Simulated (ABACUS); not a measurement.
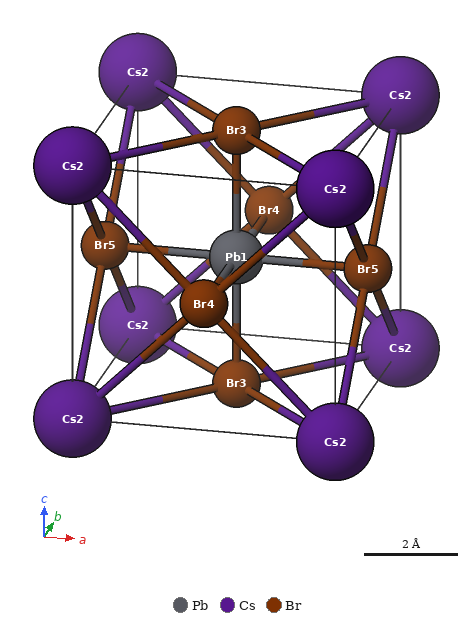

The structure as given in the input (ball-and-stick view of the cell of the calculation, seen at an oblique angle; atoms are numbered from 1 in the order of the input). An atom can appear more than once, as a periodic image.

## CsPbBr3: band-structure run (part 1 of 2)

CsPbBr3 (5 atoms in the cell), computed with Kohn-Sham DFT of a periodic cell, PBEsol, PseudoDojo NC SR 0.4 PBEsol stringent, no spin polarisation (ABACUS 3.10.1).

The structure derives from an entry of the Crystallography Open Database.

### The input
```
INPUT_PARAMETERS
suffix              CsPbBr3
calculation         scf
basis_type          pw
pseudo_dir          ./
symmetry            1
dft_functional      pbesol
ecutwfc             89
pseudo_rcut         7
nspin               1
nbands              56
ks_solver           dav
smearing_method     fd
smearing_sigma      0.00367493
scf_thr             1e-08
scf_nmax            100
mixing_type         broyden
mixing_beta         0.7
cal_force           1
cal_stress          1
out_chg             1
out_pot             2
out_elf             1
```

### File STRU
```
ATOMIC_SPECIES
Pb 207.2000 Pb.upf
Cs 132.9055 Cs.upf
Br 79.9040 Br.upf

LATTICE_CONSTANT
11.0926923516

LATTICE_VECTORS
1.0000000000 0.0000000000 0.0000000000
0.0000000000 1.0000000000 0.0000000000
0.0000000000 0.0000000000 1.0000000000

ATOMIC_POSITIONS
Cartesian

Pb
0.0
1
0.5000000000 0.5000000000 0.5000000000 1 1 1

Cs
0.0
1
0.0000000000 0.0000000000 0.0000000000 1 1 1

Br
0.0
3
0.5000000000 0.5000000000 0.0000000000 1 1 1
0.5000000000 0.0000000000 0.5000000000 1 1 1
0.0000000000 0.5000000000 0.5000000000 1 1 1
```

### File KPT
```
K_POINTS
0
Gamma
4 4 4 0 0 0
```

Machine: 4 threads of Intel Xeon (Emerald Rapids), 64 GiB of memory available, shared host.

Launched with:
```bash
OMP_NUM_THREADS=1 mpirun -np 4 abacus > log
```

### Log
```
ABACUS v3.10.1

               Atomic-orbital Based Ab-initio Computation at UStc

 ------------------------------------------------------------------------------------

 READING GENERAL INFORMATION
                           global_out_dir = OUT.CsPbBr3/
                           global_in_card = INPUT
                               pseudo_dir = ./
                              orbital_dir =
                                    DSIZE = 4
                                    GSIZE = 1

 READING UNITCELL INFORMATION
                                    ntype = 3
                  lattice constant (Bohr) = 11.0927
              lattice constant (Angstrom) = 5.87

 READING ATOM TYPE 1
                               atom label = Pb
                      L=0, number of zeta = 1
                      L=1, number of zeta = 1
                      L=2, number of zeta = 1
             number of atom for this type = 1

 READING ATOM TYPE 2
                               atom label = Cs
                      L=0, number of zeta = 1
                      L=1, number of zeta = 1
                      L=2, number of zeta = 1
             number of atom for this type = 1

 READING ATOM TYPE 3
                               atom label = Br
                      L=0, number of zeta = 1
                      L=1, number of zeta = 1
                      L=2, number of zeta = 1
             number of atom for this type = 3

                        TOTAL ATOM NUMBER = 5
CARTESIAN COORDINATES ( UNIT =      11.092692351600 Bohr ).
    atom                   x                   y                   z     mag                  vx                  vy                  vz
tauc_Pb1            0.5000000000        0.5000000000        0.5000000000  0.0000        0.0000000000        0.0000000000        0.0000000000
tauc_Cs1            0.0000000000        0.0000000000        0.0000000000  0.0000        0.0000000000        0.0000000000        0.0000000000
tauc_Br1            0.5000000000        0.5000000000        0.0000000000  0.0000        0.0000000000        0.0000000000        0.0000000000
tauc_Br2            0.5000000000        0.0000000000        0.5000000000  0.0000        0.0000000000        0.0000000000        0.0000000000
tauc_Br3            0.0000000000        0.5000000000        0.5000000000  0.0000        0.0000000000        0.0000000000        0.0000000000

                          Volume (Bohr^3) = 1364.93
                             Volume (A^3) = 202.262

 Lattice vectors: (Cartesian coordinate: in unit of a_0)
                   +1                  +0                  +0
                   +0                  +1                  +0
                   +0                  +0                  +1
 Reciprocal vectors: (Cartesian coordinate: in unit of 2 pi/a_0)
                   +1                  -0                  +0
                   -0                  +1                  -0
                   +0                  -0                  +1
 The esolver type has been set to : ksdft_pw

                PAO radial cut off (Bohr) = 7

 Read in pseudopotential file is Pb.upf
                     pseudopotential type = NC
          exchange-correlation functional = PBESOL
                 nonlocal core correction = 1
                        valence electrons = 22
                                     lmax = 2
                           number of zeta = 5
                     number of projectors = 6
                           L of projector = 0
                           L of projector = 0
                           L of projector = 1
                           L of projector = 1
                           L of projector = 2
                           L of projector = 2
                PAO radial cut off (Bohr) = 7

 Read in pseudopotential file is Cs.upf
                     pseudopotential type = NC
          exchange-correlation functional = PBESOL
                 nonlocal core correction = 1
                        valence electrons = 9
                                     lmax = 3
                           number of zeta = 3
                     number of projectors = 8
                           L of projector = 0
                           L of projector = 0
                           L of projector = 1
                           L of projector = 1
                           L of projector = 2
                           L of projector = 2
                           L of projector = 3
                           L of projector = 3
                PAO radial cut off (Bohr) = 7

 Read in pseudopotential file is Br.upf
                     pseudopotential type = NC
          exchange-correlation functional = PBESOL
                 nonlocal core correction = 1
                        valence electrons = 17
                                     lmax = 2
                           number of zeta = 3
                     number of projectors = 6
                           L of projector = 0
                           L of projector = 0
                           L of projector = 1
                           L of projector = 1
                           L of projector = 2
                           L of projector = 2
     initial pseudo atomic orbital number = 45

 SETUP THE ELECTRONS NUMBER
            electron number of element Pb = 22
      total electron number of element Pb = 22
            electron number of element Cs = 9
      total electron number of element Cs = 9
            electron number of element Br = 17
      total electron number of element Br = 51
            AUTOSET number of electrons:  = 82
                           occupied bands = 41
                                   NBANDS = 56
                                   NLOCAL = 45

%%%%%%%%%%%%%%%%%%%%%%%%%%%%%%%%%%%%%%%%%%%%%%%%%%%%%%%%%%%%%%%%%%%%%%%%%%%%%%%%%%%%%%%%%%%%%%%%%%%%%%%%%%
 Warning: the number of valence electrons in pseudopotential > 4 for Pb: [Xe] 4f14 5d10 6s2 6p2
 Warning: the number of valence electrons in pseudopotential > 1 for Cs: [Xe] 6s1
 Warning: the number of valence electrons in pseudopotential > 7 for Br: [Ar] 3d10 4s2 4p5
 Pseudopotentials with additional electrons can yield (more) accurate outcomes, but may be less efficient.
 If you're confident that your chosen pseudopotential is appropriate, you can safely ignore this warning.
%%%%%%%%%%%%%%%%%%%%%%%%%%%%%%%%%%%%%%%%%%%%%%%%%%%%%%%%%%%%%%%%%%%%%%%%%%%%%%%%%%%%%%%%%%%%%%%%%%%%%%%%%%

 SETUP THE PLANE WAVE BASIS
 energy cutoff for charge/potential (unit:Ry) = 356
            fft grid for charge/potential = [ 72, 72, 72 ]
                        fft grid division = [ 1, 1, 1 ]
        big fft grid for charge/potential = [ 72, 72, 72 ]
                                     nbxx = 93312
                                     nrxx = 93312

 SETUP PLANE WAVES FOR CHARGE/POTENTIAL
                    number of plane waves = 155139
                         number of sticks = 3505

 PARALLEL PW FOR CHARGE/POTENTIAL
     PROC   COLUMNS(POT)             PW
        1            877          38785
        2            877          38785
        3            875          38785
        4            876          38784
 --------------- sum -------------------
        4           3505         155139
                            number of |g| = 922
                                  max |g| = 1109
                                  min |g| = 1

----------- Double Check Mixing Parameters Begin ------------
mixing_type: broyden
mixing_beta: 0.7
mixing_gg0: 1
mixing_gg0_min: 0.1
mixing_ndim: 8
----------- Double Check Mixing Parameters End ------------

 LATTICE VECTORS: (CARTESIAN COORDINATE: IN UNIT OF A0)
                   +1                  +0                  +0
                   +0                  +1                  +0
                   +0                  +0                  +1
                       right hand lattice = 1
                                   NORM_A = 1
                                   NORM_B = 1
                                   NORM_C = 1
                           ALPHA (DEGREE) = 90
                           BETA  (DEGREE) = 90
                           GAMMA (DEGREE) = 90

 The lattice vectors have been changed (STRU_SIMPLE.cif)

(for optimal symmetric configuration:)
                             BRAVAIS TYPE = 1
                     BRAVAIS LATTICE NAME = 01. Cubic P (simple)
                                    ibrav = 1
                                    IBRAV = 1
                                  BRAVAIS = SIMPLE CUBIC
                       LATTICE CONSTANT A = 1
Original cell was already a primitive cell.
                        ROTATION MATRICES = 48
              PURE POINT GROUP OPERATIONS = 48
                   SPACE GROUP OPERATIONS = 48
                              POINT GROUP = O_h
               POINT GROUP IN SPACE GROUP = O_h

 SETUP K-POINTS
                                    nspin = 1
                   Input type of k points = Monkhorst-Pack(Gamma)
                                   nkstot = 64
                       right hand lattice = 1
(for reciprocal lattice: )
                             BRAVAIS TYPE = 1
                     BRAVAIS LATTICE NAME = 01. Cubic P (simple)
                                    ibrav = 1
                       right hand lattice = 1
(for k-lattice: )
                             BRAVAIS TYPE = 1
                     BRAVAIS LATTICE NAME = 01. Cubic P (simple)
                                    ibrav = 1
                       right hand lattice = 1
                        ROTATION MATRICES = 48
                               nkstot_ibz = 10
K-POINTS REDUCTION ACCORDING TO SYMMETRY
     IBZ    DIRECT_X    DIRECT_Y    DIRECT_Z  WEIGHT  ibz2bz
       1  0.00000000  0.00000000  0.00000000  0.0156       0
       2  0.25000000  0.00000000  0.00000000  0.0938       1
       3  0.50000000  0.00000000  0.00000000  0.0469       2
       4  0.25000000  0.25000000  0.00000000  0.1875       5
       5  0.50000000  0.25000000  0.00000000  0.1875       6
       6  0.50000000  0.50000000  0.00000000  0.0469      10
       7  0.25000000  0.25000000  0.25000000  0.1250      21
       8  0.50000000  0.25000000  0.25000000  0.1875      22
       9  0.50000000  0.50000000  0.25000000  0.0938      26
      10  0.50000000  0.50000000  0.50000000  0.0156      42

                               nkstot now = 10
[... K-POINTS DIRECT COORDINATES: 10 rows ...]

           k-point number in this process = 10
       minimum distributed K point number = 10
[... stars of the k points ...]

[... K-POINTS CARTESIAN COORDINATES: 10 rows ...]

[... K-POINTS DIRECT COORDINATES: 10 rows ...]

 SETUP PLANE WAVES FOR WAVE FUNCTIONS
     energy cutoff for wavefunc (unit:Ry) = 89
              fft grid for wave functions = [ 72, 72, 72 ]
                    number of plane waves = 22575
                         number of sticks = 973

 PARALLEL PW FOR WAVE FUNCTIONS
     PROC   COLUMNS(POT)             PW
        1            244           5644
        2            244           5644
        3            243           5643
        4            242           5644
 --------------- sum -------------------
        4            973          22575

 SETUP NONLOCAL PSEUDOPOTENTIALS IN PLANE WAVE BASIS
 Pb non-local projectors:
 projector 1 L=0
 projector 2 L=0
 projector 3 L=1
 projector 4 L=1
 projector 5 L=2
 projector 6 L=2
 Cs non-local projectors:
 projector 1 L=0
 projector 2 L=0
 projector 3 L=1
 projector 4 L=1
 projector 5 L=2
 projector 6 L=2
 projector 7 L=3
 projector 8 L=3
 Br non-local projectors:
 projector 1 L=0
 projector 2 L=0
 projector 3 L=1
 projector 4 L=1
 projector 5 L=2
 projector 6 L=2
      TOTAL NUMBER OF NONLOCAL PROJECTORS = 104

 Init Non-Local PseudoPotential table :
 Init Non-Local-Pseudopotential done.

                                     npwx = 4884

 Make real space PAO into reciprocal space.
       max mesh points in Pseudopotential = 701
     dq(describe PAO in reciprocal space) = 0.01
                                    max q = 1136

 number of pseudo atomic orbitals for Pb is 5
WARNING: norm of atomic wavefunction # 4 of atomic type Pb is 0.999895, renormalized
WARNING: norm of atomic wavefunction # 5 of atomic type Pb is 0.990854, renormalized

 number of pseudo atomic orbitals for Cs is 3
WARNING: norm of atomic wavefunction # 2 of atomic type Cs is 0.999959, renormalized
WARNING: norm of atomic wavefunction # 3 of atomic type Cs is 0.876238, renormalized

 number of pseudo atomic orbitals for Br is 3
WARNING: norm of atomic wavefunction # 2 of atomic type Br is 0.999998, renormalized
WARNING: norm of atomic wavefunction # 3 of atomic type Br is 0.999793, renormalized

 -------------------------------------------
 SELF-CONSISTENT
 -------------------------------------------
                                 init_chg = atomic

 PW ALGORITHM --------------- ION=   1  ELEC=   1--------------------------------

 Notice: Threshold on eigenvalues was too large.
 hsover_error=0.82 > DRHO=0.186009
 Origin diag ethr = 0.01
 New diag ethr = 0.00022684

 Density error is 0.183076577045
                          Error Threshold = 0.000226840255742
----------------------------------------------------------
     Energy           Rydberg                 eV
----------------------------------------------------------
 E_KohnSham     -1278.0451475512     -17388.6963079467
 E_Harris       -1272.9741948746     -17319.7024572572
 E_Fermi        0.4110662268         5.5928429401
----------------------------------------------------------

 PW ALGORITHM --------------- ION=   1  ELEC=   2--------------------------------

 Density error is 0.0139411960725
                          Error Threshold = 0.000223264118347
----------------------------------------------------------
     Energy           Rydberg                 eV
----------------------------------------------------------
 E_KohnSham     -1278.0844527596     -17389.2310827428
 E_Harris       -1278.8222322135     -17399.2690871827
 E_Fermi        0.4190618059         5.7016283739
----------------------------------------------------------

 PW ALGORITHM --------------- ION=   1  ELEC=   3--------------------------------

 Density error is 0.00213571866348
                          Error Threshold = 1.7001458625e-05
----------------------------------------------------------
     Energy           Rydberg                 eV
----------------------------------------------------------
 E_KohnSham     -1278.0858264092     -17389.2497722037
 E_Harris       -1277.6285926053     -17383.0287871527
 E_Fermi        0.4219722496         5.7412269924
----------------------------------------------------------

 PW ALGORITHM --------------- ION=   1  ELEC=   4--------------------------------

 Density error is 0.0001409906364
                          Error Threshold = 2.60453495547e-06
----------------------------------------------------------
     Energy           Rydberg                 eV
```
